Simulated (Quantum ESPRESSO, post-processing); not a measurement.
# MgS, rock salt type, strained in the (001) plane: a series in biaxial strain in the plane, part 6 of 6

What law, if any, do the results for MgS, rock salt type, strained in the (001) plane follow against biaxial strain in the plane?

Quantum ESPRESSO 7.5; plane-wave DFT, PBE, GBRV ultrasoft pseudopotentials.

So far. Step 6 (Variable-cell relaxation, -3 %):  The last row is no step: it is a fresh SCF in the final cell with a new plane-wave basis, -0 meV from the row before. Step 9 (Relaxing cell and ions, 3 %):  The last row is no step: it is a fresh SCF in the final cell with a new plane-wave basis, +0 meV from the row before.

The structure was built from a prototype and need not be the compound's stable phase.

### Step 12. Variable-cell relaxation, 4 %

File m8.relax.in:

```
&control
  prefix = 'm8.relax'
  outdir = './out'
  pseudo_dir = './pseudo'
  nstep = 40
  forc_conv_thr = 0.001
  calculation = 'vc-relax'
/
&system
  ibrav = 0
  nat = 4
  ntyp = 2
  ecutwfc = 50
  ecutrho = 250
  occupations = 'fixed'
/
&electrons
  conv_thr = 1e-10
  mixing_beta = 0.6
  electron_maxstep = 120
/
&ions
/
&cell
  cell_dofree = 'z'
  press_conv_thr = 0.3
/
ATOMIC_SPECIES
  Mg  24.3050  mg_pbe_v1.4.uspp.F.UPF
  S   32.0600  s_pbe_v1.4.uspp.F.UPF
CELL_PARAMETERS angstrom
  3.84471662016000 0.00000000000000 0.00000000000000
  0.00000000000000 3.84471662016000 0.00000000000000
  0.00000000000000 0.00000000000000 5.22682067900000
ATOMIC_POSITIONS crystal
  Mg  0.000000000000 0.000000000000 0.000000000000
  S   0.500000000000 0.500000000000 0.000000000000
  Mg  0.500000000000 0.500000000000 0.500000000000
  S   0.000000000000 0.000000000000 0.500000000000
K_POINTS automatic
  6 6 6 0 0 0
```

The run is started by

```bash
$ OMP_NUM_THREADS=1 mpirun -n 4 pw.x -nk 4 -in m8.relax.in > m8.relax.out
```

Output:

```text
[banner, memory and clock lines left out]
Program PWSCF v.7.5 starts
[...]
Message from routine setup:
[...]
number of electrons       =        32.00
     number of Kohn-Sham states=           16
     kinetic-energy cutoff     =      50.0000  Ry
     charge density cutoff     =     250.0000  Ry
[...]
number of k points=    40
[...]
Dense  grid:    34785 G-vectors     FFT dimensions: (  40,  40,  50)
[...]
Starting wfcs are   18 randomized atomic wfcs
[...]
estimated scf accuracy    <       0.39122041 Ry
[...]
estimated scf accuracy    <       0.03569905 Ry
[...]
estimated scf accuracy    <       0.00286022 Ry
[...]
estimated scf accuracy    <       0.00045708 Ry
[...]
estimated scf accuracy    <       0.00014268 Ry
[...]
estimated scf accuracy    <       0.00000441 Ry
[...]
estimated scf accuracy    <       0.00000201 Ry
[...]
estimated scf accuracy    <       0.00000023 Ry
[...]
estimated scf accuracy    <          4.1E-09 Ry
[...]
estimated scf accuracy    <          2.3E-09 Ry
[...]
estimated scf accuracy    <          9.7E-10 Ry
[...]
highest occupied level (ev):     5.2889
!    total energy              =    -299.25967166 Ry
     estimated scf accuracy    <          1.4E-11 Ry
[...]
one-electron contribution =    -204.40546372 Ry
     hartree contribution      =     104.67083562 Ry
     xc contribution           =     -50.82606072 Ry
     ewald contribution        =    -148.69898285 Ry
     convergence has been achieved in  12 iterations
[...]
Total force =     0.000000     Total SCF correction =     0.000000
[...]
estimated scf accuracy    <       0.00000790 Ry
[...]
estimated scf accuracy    <       0.00000065 Ry
[...]
estimated scf accuracy    <       0.00000002 Ry
[...]
estimated scf accuracy    <          2.6E-09 Ry
[...]
highest occupied level (ev):     5.3505
!    total energy              =    -299.26018320 Ry
     estimated scf accuracy    <          8.7E-11 Ry
[...]
one-electron contribution =    -204.04629901 Ry
     hartree contribution      =     104.56140178 Ry
     xc contribution           =     -50.83581739 Ry
     ewald contribution        =    -148.93946858 Ry
     convergence has been achieved in   5 iterations
[...]
Total force =     0.000000     Total SCF correction =     0.000000
[...]
estimated scf accuracy    <       0.00000990 Ry
[...]
estimated scf accuracy    <       0.00000079 Ry
[...]
estimated scf accuracy    <       0.00000002 Ry
[...]
estimated scf accuracy    <          3.0E-09 Ry
[...]
estimated scf accuracy    <          1.0E-10 Ry
[...]
estimated scf accuracy    <          3.2E-12 Ry
[...]
estimated scf accuracy    <          2.1E-12 Ry
[...]
highest occupied level (ev):     5.4188
!    total energy              =    -299.26059809 Ry
     estimated scf accuracy    <          1.2E-13 Ry
[...]
one-electron contribution =    -203.65402783 Ry
     hartree contribution      =     104.44322797 Ry
     xc contribution           =     -50.84680135 Ry
     ewald contribution        =    -149.20299688 Ry
     convergence has been achieved in   8 iterations
[...]
Total force =     0.000000     Total SCF correction =     0.000000
[...]
estimated scf accuracy    <       0.00002306 Ry
[...]
estimated scf accuracy    <       0.00000188 Ry
[...]
estimated scf accuracy    <       0.00000005 Ry
[...]
estimated scf accuracy    <          6.2E-09 Ry
[...]
estimated scf accuracy    <          1.7E-10 Ry
[...]
estimated scf accuracy    <          8.4E-12 Ry
[...]
estimated scf accuracy    <          7.7E-12 Ry
[...]
highest occupied level (ev):     5.5227
!    total energy              =    -299.26090542 Ry
     estimated scf accuracy    <          3.2E-13 Ry
[...]
one-electron contribution =    -203.07145101 Ry
     hartree contribution      =     104.27058471 Ry
     xc contribution           =     -50.86381904 Ry
     ewald contribution        =    -149.59622007 Ry
     convergence has been achieved in   8 iterations
[...]
Total force =     0.000000     Total SCF correction =     0.000000
[...]
estimated scf accuracy    <       0.00000179 Ry
[...]
estimated scf accuracy    <       0.00000013 Ry
[...]
estimated scf accuracy    <          3.0E-09 Ry
[...]
estimated scf accuracy    <          4.5E-10 Ry
[...]
estimated scf accuracy    <          1.5E-11 Ry
[...]
highest occupied level (ev):     5.5512
!    total energy              =    -299.26091901 Ry
     estimated scf accuracy    <          8.5E-13 Ry
[...]
one-electron contribution =    -202.91449096 Ry
     hartree contribution      =     104.22467454 Ry
     xc contribution           =     -50.86855457 Ry
     ewald contribution        =    -149.70254802 Ry
     convergence has been achieved in   6 iterations
[...]
Total force =     0.000000     Total SCF correction =     0.000000
[...]
number of electrons       =        32.00
     number of Kohn-Sham states=           16
     kinetic-energy cutoff     =      50.0000  Ry
     charge density cutoff     =     250.0000  Ry
[...]
number of k points=    40
[...]
Dense  grid:    34129 G-vectors     FFT dimensions: (  40,  40,  50)
[...]
Starting wfcs are   18 randomized atomic wfcs
[...]
estimated scf accuracy    <       0.35143197 Ry
[...]
estimated scf accuracy    <       0.02337387 Ry
[...]
estimated scf accuracy    <       0.00183871 Ry
[...]
estimated scf accuracy    <       0.00007985 Ry
[...]
estimated scf accuracy    <       0.00000149 Ry
[...]
estimated scf accuracy    <       0.00000098 Ry
[...]
estimated scf accuracy    <       0.00000036 Ry
[...]
estimated scf accuracy    <       0.00000003 Ry
[...]
estimated scf accuracy    <          5.2E-10 Ry
[...]
estimated scf accuracy    <          3.7E-10 Ry
[...]
estimated scf accuracy    <          4.0E-12 Ry
[...]
highest occupied level (ev):     5.5512
!    total energy              =    -299.26089319 Ry
     estimated scf accuracy    <          2.0E-13 Ry
[...]
one-electron contribution =    -202.91456375 Ry
     hartree contribution      =     104.22478808 Ry
     xc contribution           =     -50.86856950 Ry
     ewald contribution        =    -149.70254802 Ry
     convergence has been achieved in  12 iterations
[...]
Total force =     0.000000     Total SCF correction =     0.000000
[...]
```

The job ended after 1.8 min (4 MPI ranks of Intel Xeon Platinum 8259CL at 2.50GHz (Skylake/Cascade Lake), shared host; peak memory 0.44 GiB; 7.2 min of CPU time).

Step by step:

```
step  energy less that of the first step (eV)  largest force (eV/Å)  volume (Å³)
   1                                   0.0000                0.0000        77.26
   2                                  -0.0070                0.0000        76.86
   3                                  -0.0126                0.0000        76.41
   4                                  -0.0168                0.0000        75.74
   5                                  -0.0170                0.0000        75.56
   6                                  -0.0166                0.0000        75.56
```

```
conventional cell, symmetrised  before  after  change
                         a (Å)   3.845  3.845  -0.0 %
                         b (Å)   3.845  3.845  -0.0 %
                         c (Å)   5.227  5.112  -2.2 %
              volume (Å³/atom)   19.32  18.89  -2.2 %
```

The relaxed structure:

```xyz
4
Lattice="3.8447 0.0000 0.0000 0.0000 3.8447 0.0000 0.0000 0.0000 5.1118" Properties=species:S:1:pos:R:3 pbc="T T T"
Mg    0.0000    0.0000    0.0000
S     1.9224    1.9224    0.0000
Mg    1.9224    1.9224    2.5559
S     0.0000    0.0000    2.5559
```

 The last row is no step: it is a fresh SCF in the final cell with a new plane-wave basis, +0 meV from the row before.

Numbers from this step:

```
free energy                    : -4071.6519 eV
valence top, on the run's zero : 5.551 eV
```

### Step 13. SCF with pw.x, 4 %

File m8.scf.in:

```
&control
  prefix = 'm8.scf'
  outdir = './out'
  pseudo_dir = './pseudo'
  calculation = 'scf'
  tprnfor = .true.
/
&system
  ibrav = 0
  nat = 4
  ntyp = 2
  ecutwfc = 40
  ecutrho = 200
  occupations = 'fixed'
  nbnd = 20
/
&electrons
  conv_thr = 1e-09
  mixing_beta = 0.6
  electron_maxstep = 120
/
ATOMIC_SPECIES
  Mg  24.3050  mg_pbe_v1.4.uspp.F.UPF
  S   32.0600  s_pbe_v1.4.uspp.F.UPF
CELL_PARAMETERS angstrom
  3.84471662000000 0.00000000000000 0.00000000000000
  0.00000000000000 3.84471662000000 0.00000000000000
  0.00000000000000 0.00000000000000 5.11184701100000
ATOMIC_POSITIONS crystal
  Mg  0.000000000000 0.000000000000 0.000000000000
  S   0.500000000000 0.500000000000 0.000000000000
  Mg  0.500000000000 0.500000000000 0.500000000000
  S   0.000000000000 0.000000000000 0.500000000000
K_POINTS automatic
  6 6 6 0 0 0
```

The run is started by

```bash
$ OMP_NUM_THREADS=1 mpirun -n 4 pw.x -nk 4 -in m8.scf.in > m8.scf.out
```

Output:

```text
[banner, memory and clock lines left out]
Program PWSCF v.7.5 starts
[...]
Message from routine setup:
[...]
number of electrons       =        32.00
     number of Kohn-Sham states=           20
     kinetic-energy cutoff     =      40.0000  Ry
     charge density cutoff     =     200.0000  Ry
[...]
number of k points=    40
[...]
Dense  grid:    24391 G-vectors     FFT dimensions: (  36,  36,  45)
[...]
Starting wfcs are   18 randomized atomic wfcs +    2 random wfcs
[...]
estimated scf accuracy    <       0.35644485 Ry
[...]
estimated scf accuracy    <       0.02822036 Ry
[...]
estimated scf accuracy    <       0.00201655 Ry
[...]
estimated scf accuracy    <       0.00006481 Ry
[...]
estimated scf accuracy    <       0.00000099 Ry
[...]
estimated scf accuracy    <       0.00000002 Ry
[...]
highest occupied, lowest unoccupied level (ev):     5.5515    7.9592
!    total energy              =    -299.26044462 Ry
     estimated scf accuracy    <          9.9E-10 Ry
[...]
one-electron contribution =    -202.91782575 Ry
     hartree contribution      =     104.22929581 Ry
     xc contribution           =     -50.86936664 Ry
     ewald contribution        =    -149.70254803 Ry
     convergence has been achieved in   7 iterations
[...]
Total force =     0.000000     Total SCF correction =     0.000000
[...]
```

Elapsed: 14 s, on 4 MPI ranks; peak memory 0.36 GiB.

Numbers from this step:

| Item | Value |
| --- | --- |
| free energy | -4071.6458 eV |
| conduction bottom, on the run's zero | 7.959 eV |
| gap by band count | 2.408 eV |

### Step 14. Complex bands with pwcond.x, 4 %

File m8.cbs.in:

```
&inputcond
  outdir = './out'
  prefixl = 'm8.scf'
  band_file = 'm8.cbs'
  ikind = 0
  ewind = 4.0
  epsproj = 1e-05
  nz1 = 7
  energy0 = 4.95
  denergy = -0.15
/
3
  0.00000000 0.00000000 1.00000000
  0.50000000 0.00000000 1.00000000
  0.50000000 0.50000000 1.00000000
41
```

The run is started by

```bash
$ OMP_NUM_THREADS=1 mpirun -n 4 pwcond.x -in m8.cbs.in > m8.cbs.out
```

Output:

```text
[banner, memory and clock lines left out]
Program PWCOND v.7.5 starts
[citation notice left out]

[...]
./out/m8.scf.save/

     IMPORTANT: XC functional enforced from input :
     Exchange-correlation= PBE
                           (   1   4   3   4   0   0   0)
     Any further DFT definition will be discarded
     Please, verify this is what you really want

     Reading collected, re-writing distributed wavefunctions

===== INPUT FILE containing the left lead =====

     GEOMETRY:

     lattice parameter (alat)  =       7.2655  a.u.
[...]
-0.2874574  -0.0000000   4.8000000
  -0.3355063   0.0000000   4.8000000
  -0.4990683   0.0000000   4.8000000
[... further energies and points left out ...]
---  E-Ef =   -0.9000000  k =    0.5000000   0.5000000
---  ie =         40  ik =          3
 Nchannels of the left tip =            0
 Right moving states:
   k1(2pi/a)   k2(2pi/a)   E-Ef (eV)
 Left moving states:
   k1(2pi/a)   k2(2pi/a)   E-Ef (eV)

---  E-Ef =   -1.0500000  k =    0.5000000   0.5000000
---  ie =         41  ik =          3
 Nchannels of the left tip =            0
 Right moving states:
   k1(2pi/a)   k2(2pi/a)   E-Ef (eV)
 Left moving states:
   k1(2pi/a)   k2(2pi/a)   E-Ef (eV)

[...]
```

The job ended after 2.3 min (4 MPI ranks; peak memory 0.27 GiB).

K across = (0, 0) in the cell's reciprocal vectors; values within 0.0025 1/Å of each other count once, columns are sorted by size at each energy, a dash where no further value was kept. Table of Im kz of the slowest decaying states by energy, zero at the highest filled level of the SCF mesh:

```
energy (eV)  decay 1 (Å⁻¹)  decay 2 (Å⁻¹)  decay 3 (Å⁻¹)
      -1.05          0.574           1.22           1.70
      -0.75          0.554           1.18           1.69
      -0.30          0.521           1.13           1.66
       0.00          0.013          0.135          0.496
       0.30          0.179          0.257          0.469
       0.75          0.214          0.379          0.422
       1.05          0.225          0.385          0.429
       1.35          0.228          0.343          0.466
       1.80           0.22          0.264          0.505
       2.10           0.19          0.205          0.523
       2.55          0.165          0.542          0.709
       2.85          0.117          0.549          0.648
       3.15          0.553          0.581           1.38
       3.60          0.461          0.553           1.34
       3.90          0.359          0.549           1.31
       4.20          0.212          0.543           1.27
       4.65          0.529           1.22           1.32
       4.95          0.516           1.19           1.28
```

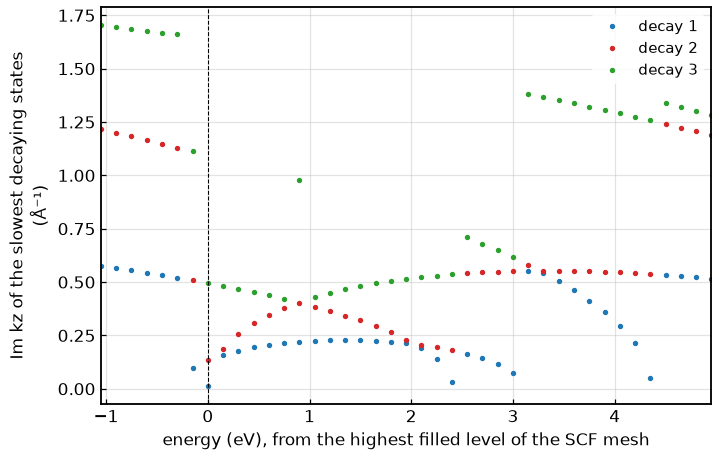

Im kz of the slowest decaying states against energy.

### Step 15. The series side by side

The series in one table, energies over the lowest:

```
biaxial strain in the plane  energy (eV)  gap on the mesh (eV)  peak of the slowest decay at Γ (1/Å)  energy of that peak over the valence top (eV)  peak of the slowest decay at (1/2, 0) (1/Å)
                       -4 %       0.1330                 2.639                                 0.234                                            1.8                                        0.323
                       -3 %       0.0719                 2.658                                 0.233                                            1.8                                        0.327
                       -2 %       0.0308                 2.685                                 0.233                                            1.8                                        0.332
                       -1 %       0.0075                  2.72                                 0.232                                           1.65                                        0.336
                        0 %       0.0000                 2.757                                 0.231                                           1.65                                        0.341
                        1 %       0.0064                 2.654                                  0.23                                            1.5                                        0.346
                        2 %       0.0246                 2.563                                  0.23                                            1.5                                        0.351
                        3 %       0.0541                 2.481                                 0.229                                           1.35                                        0.355
                        4 %       0.0931                 2.408                                 0.228                                            1.2                                         0.36
```

### Step 16. A check by hand

Within ±2 % E = 69.3 eV × ε². With E = V M ε² for equal strain along both axes, M = 69.3/71.43 Å³ × 160.2 = 155 GPa.

### Step 17. Outcome

- gap on the mesh, at -4 % and at 4 %: 2.64, 2.41 eV
- peak of the slowest decay at Γ, at -4 % and at 4 %: 0.23, 0.23 1/Å
- energy of that peak over the valence top, at -4 % and at 4 %: 1.80, 1.20 eV
- peak of the slowest decay at (1/2, 0), at -4 % and at 4 %: 0.32, 0.36 1/Å
- biaxial modulus, with c free: 155 GPa

What this shows: The series holds 9 members (PBE, GBRV ultrasoft). From -4 % to 4 % the gap on the mesh goes from 2.64 to 2.41 eV by way of 2.76 at 0 %. Strain of either sign splits the degenerate band edges, which is one way to get a peak at zero. From -4 % to 4 % the peak of the slowest decay at Γ falls from 0.23 to 0.23 1/Å. From -4 % to 4 % the energy of that peak over the valence top falls from 1.80 to 1.20 eV. From -4 % to 4 % the peak of the slowest decay at (1/2, 0) rises from 0.32 to 0.36 1/Å. Atoms keep their symmetric sites, so polar or tilted distortions are left out; semilocal gaps and decay constants are too small; no spin-orbit coupling; three points across.

[Logs are printed without paths, hosts, clocks, repeated set-up lines and the standing remarks that a program may print on its own settings, such as how far it seeks lower states.]

[Hosts, paths, dates, database ids (printed as entryN), source tags and the programs' standing remarks are cut or masked in the printed files.]

[Maps of the electrostatic potential energy from Ansatz leave out the sawtooth potential of an applied field or a dipole correction, so their vacuum need not be flat; planar profiles and work functions include it.]
